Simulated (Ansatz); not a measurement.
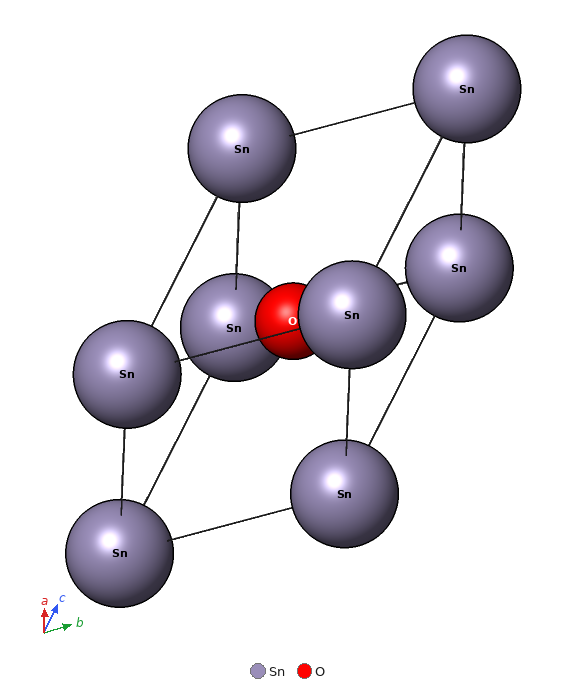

Shown here is a spheres-only view of the crystal, taken from a general direction. Atoms at the boundary of the simulation cell (the box) are drawn once for each face, edge or corner they touch.

The calculation's input:
```yaml
crystal:
  lattice:
    - [0.0, 2.5369732568, 2.5369732568]
    - [2.5892349059, 0.0, 2.5369732568]
    - [2.5892349059, 2.5369732568, 0.0]
  atoms:
    - { symbol: Sn, position: [0.0, 0.0, 0.0] }
    - { symbol: O, position: [0.5, 0.5, 0.5] }
kpoints:
  mp_grid: { grid: [6, 6, 6] }
  band_path:
    path:
      - [0.0, 0.0, 0.0]
      - [0.5, 0.0, 0.5]
      - [0.625, 0.25, 0.625]
      - [0.375, 0.375, 0.75]
      - [0.5, 0.5, 0.5]
      - [0.5, 0.25, 0.75]
      - [0.5, 0.425, 0.575]
    npoints: 1
hamiltonian:
  xc: hse06
scf:
  occupations: { method: fermi_dirac, width: 0.02 }
  n_extra_bands: 4
output:
  forces: true
  stress: true
  eigenvalues: true
```

Results below were computed with Ansatz 0.2.0, DFT, HSE06, plane waves, PAW; the settings were plane-wave cutoff 420 eV, k-point mesh 6×6×6, Fermi-Dirac smearing of 0.02 eV, no spin polarisation.

### Is it conducting or gapped at this level?

A semiconductor at this level, with a gap of 0.27 eV, direct.

### What is the computed pressure?

The computed pressure is -2.2 GPa (stretched: it would shrink). The stress isn't hydrostatic: its largest component is 2.9 GPa.

Its origin is a structure type filled with these elements by a generator (whether the compound takes this form wasn't checked). The cell was then strained or its atoms displaced on purpose. It was run through Ansatz as a DFT input.
